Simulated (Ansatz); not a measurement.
# Calculations on VH₂

## 1. Relaxation

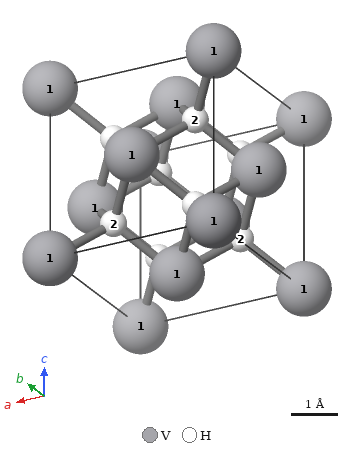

Crystalline VH2 (set up in Fm-3m), before the relaxation. The picture is a ball-and-stick view of the conventional cell (4 times the calculation's cell), seen from a free direction. Lengths and directions refer to the drawn axes.

Case: relaxed at 3 GPa.

Theory: Ansatz, DFT r2SCAN, scalar-relativistic, plane waves, PAW.

Input file:
```yaml
crystal:
  lattice:
    - [0.0, 2.0740995799, 2.0740995799]
    - [2.0740995799, 0.0, 2.0740995799]
    - [2.0740995799, 2.0740995799, 0.0]
  atoms:
    - { symbol: V, position: [0.0, 0.0, 0.0] }
    - { symbol: H, position: [0.25, 0.25, 0.25] }
    - { symbol: H, position: [0.75, 0.75, 0.75] }
basis:
  ecutwfc: 500
kpoints:
  mp_grid: { grid: [16, 16, 16] }
hamiltonian:
  xc: r2scan
scf:
  occupations: { method: gaussian, width: 0.1 }
output:
  forces: true
  stress: true
  eigenvalues: true
relax:
  adjacent_minimum: "off"
  f_tol: 0.008
  max_steps: 50
  cell: { stress_tol: 0.08, p_target: 3.0 }
```

Command:
```bash
ansatz run input.yaml --threads 1 --pin off --max-ram 2560MiB --backend cpu --events-out ev --progress --plain --runs-dir out
```

Q: Where does the relaxation end?

A: No atom moves by more than 0.005 Å relative to the cell. Cell: a = b = c 4.148 → 4.166 Å (+0.4 %). Volume +1.3 %. Near-neighbour distances that change, for instance: V1–V1 2.933 → 2.946 Å, V1–H2 1.796 → 1.804 Å. The space group stays Fm-3m (No. 225). The energy falls by 6.1 meV per cell of the calculation in 1 accepted move (2 points after the start). With the target pressure of 3 GPa, the enthalpy E + pV changes by −1.8 meV per cell of the calculation. All forces vanish by symmetry, so only the cell relaxes. The pressure goes from 5.55 to 2.97 GPa. At 1 point the geometry stayed and the basis and grid were re-selected for the new cell (energy shift of 0.2 meV per cell of the calculation at most each time). Cost: 14 s on 1 thread of Arm Neoverse V1 (shared host), peak memory 0.39 GiB.

Step by step:

```json
{"step": "0", "E − E(0), meV/atom": "0.00", "pressure, GPa": "5.55", "volume, Å³/atom": "5.948", "note": ""}
{"step": "1", "E − E(0), meV/atom": "-1.96", "pressure, GPa": "2.96", "volume, Å³/atom": "6.025", "note": ""}
{"step": "2", "E − E(0), meV/atom": "-2.03", "pressure, GPa": "2.97", "volume, Å³/atom": "6.025", "note": "same geometry, new basis"}
```

## 2. Relaxation

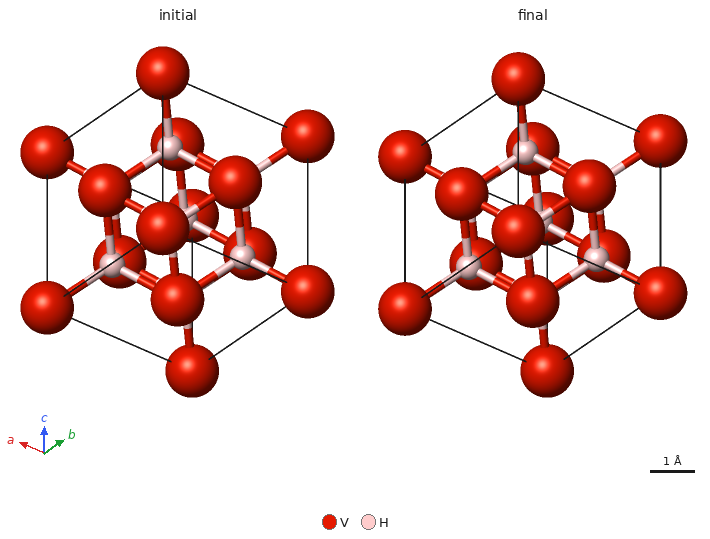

The structure of a crystal of VH2 (set up in Fm-3m) before (left) and after (right) a relaxation, at one scale.

The picture is a ball-and-stick view of the conventional cell (4 times the calculation's cell), seen from a free direction. Lengths and directions refer to the drawn axes.

Method: DFT r2SCAN, scalar-relativistic, plane waves, PAW in Ansatz 0.2.0.

The input:
```yaml
crystal:
  lattice:
    - [0.0, 2.1355, 2.1355]
    - [2.1355, 0.0, 2.1355]
    - [2.1355, 2.1355, 0.0]
  atoms:
    - { symbol: V, position: [0.0, 0.0, 0.0], spin: 1.04 }
    - { symbol: H, position: [0.25, 0.25, 0.25] }
    - { symbol: H, position: [0.75, 0.75, 0.75] }
basis:
  ecutwfc: 500
kpoints:
  mp_grid: { grid: [16, 16, 16] }
hamiltonian:
  xc: r2scan
scf:
  occupations: { method: gaussian, width: 0.1 }
output:
  forces: true
  stress: true
  eigenvalues: true
  populations: true
magnetization:
  spin_polarized: true
relax:
  adjacent_minimum: "off"
  f_tol: 0.005
  max_steps: 80
  cell: { stress_tol: 0.05 }
```

Launched with:
```bash
ansatz run input.yaml --threads 1 --pin off --max-ram 2560MiB --backend cpu --events-out ev --progress --plain --runs-dir out
```

**What changed between the two?**

After 4 accepted moves (7 points after the start) the energy has fallen by 7.0 meV per atom. All forces vanish by symmetry, so only the cell relaxes. Pressure: −2.23 GPa at the start and 0.00 GPa at the end. The line search rejected the trial step at point 3 of the run. At 2 points the geometry stayed and the basis and grid were re-selected for the new cell (energy shift of 0.2 meV per atom at most each time). The atoms keep their places relative to the cell (all moves are under 0.005 Å). Cell: a = b = c 4.271 → 4.188 Å (−2.0 %). Volume −5.8 %. Near-neighbour distances that change, for instance: V1–V1 3.020 → 2.961 Å, V1–H2 1.849 → 1.813 Å. The space group stays Fm-3m (No. 225). The program noted that the starting moments weren't kept.

## 3. A change

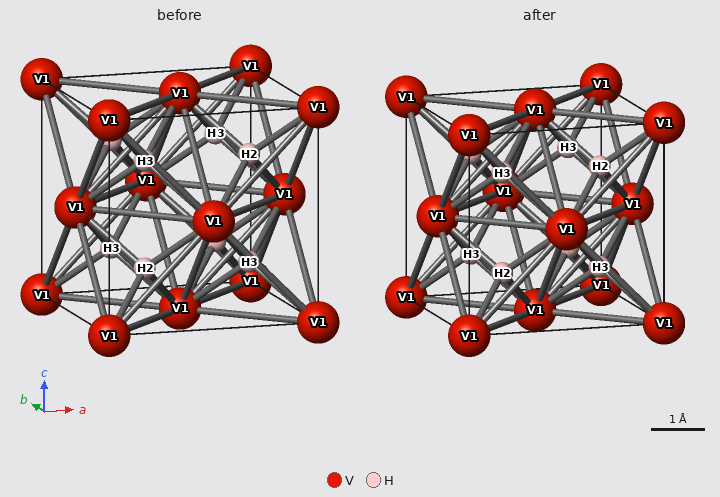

Left: solid VH2 (set up in Fm-3m). Right: the same structure after one change, at the same scale. The picture is a ball-and-stick view of the conventional cell (4 times the calculation's cell), seen slightly off an axis. Lengths and directions refer to the drawn axes.

Theory: Ansatz 0.2.0, DFT r2SCAN, scalar-relativistic, plane waves, PAW. Set-up: plane-wave cutoff 500 eV; occupations gaussian; smearing width 0.1 eV. The k-mesh is chosen for each cell (16×16×16, 18×18×18). Spin polarisation is switched on in some of the runs only.

The crystal is put under a hydrostatic pressure of 60 GPa. Cell and atoms are relaxed at that pressure.

**And its effect?**

Energy change: +183 meV per atom. (The two runs use different k-meshes.) Pressure: 0.0 GPa before, 60.0 GPa after. The volume changes by −19.1 %, with a = b = c 4.188 → 3.902 Å (−6.8 %). No atom moves by more than 0.005 Å relative to the cell. Among the bonded contacts that change: V–V 2.961 → 2.759 Å, H–V 1.813 → 1.690 Å. The space group stays Fm-3m (No. 225).

## 4. Series

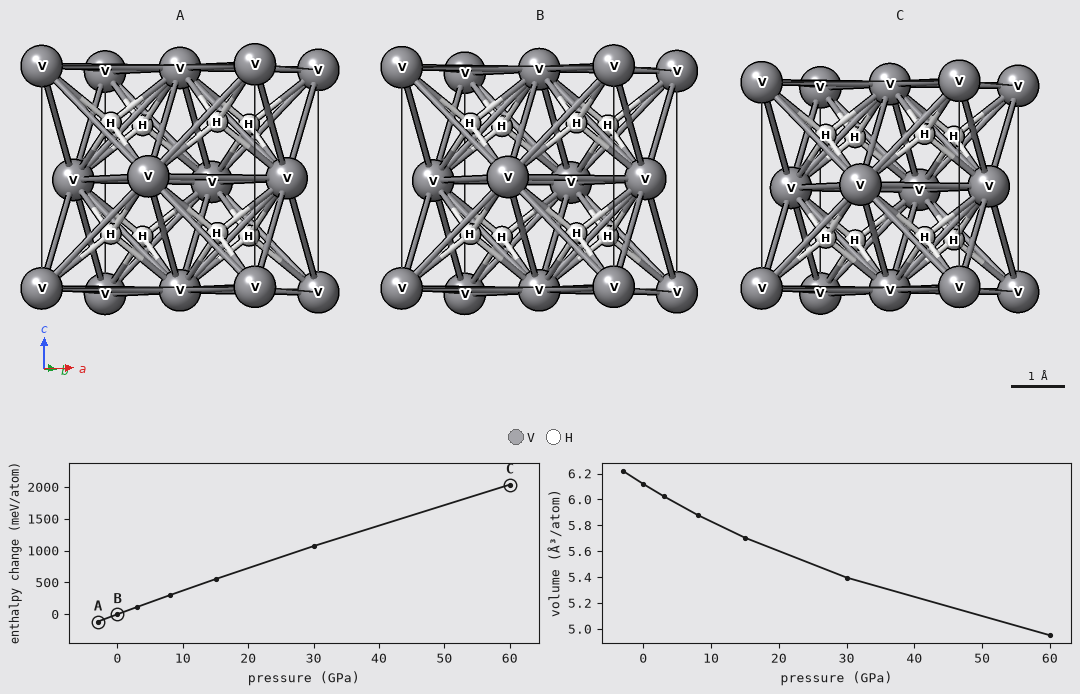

Members of a series of calculations on a crystal of VH$_{2}$ (set up in Fm-3m), marked on the first curve. A ball-and-stick model of the conventional cell (4 times the calculation's cell), seen from a free direction. Lengths and directions refer to the drawn axes.

The calculation used Ansatz, DFT r2SCAN, scalar-relativistic, plane waves, PAW. (plane-wave cutoff 500 eV; occupations gaussian; smearing width 0.1 eV) The k-mesh is chosen for each cell (16×16×16, 18×18×18). Spin polarisation is switched on in some of the runs only.

Question: How does the crystal respond to pressure?

Answer: The structure is relaxed at several pressures. A (pressure −3.0 GPa): enthalpy change −116 meV/atom, volume 6.22 Å³ per atom. B (pressure 0.0 GPa): enthalpy change 0.0 meV/atom, volume 6.12 Å³ per atom. C (pressure 60.0 GPa): enthalpy change 2037 meV/atom, volume 4.95 Å³ per atom. The rest compares A with C. The volume changes by −20.4 %, with a = b = c 4.210 → 3.902 Å (−7.3 %). Among the bonded contacts that change: V–V 2.977 → 2.759 Å, H–V 1.823 → 1.690 Å.
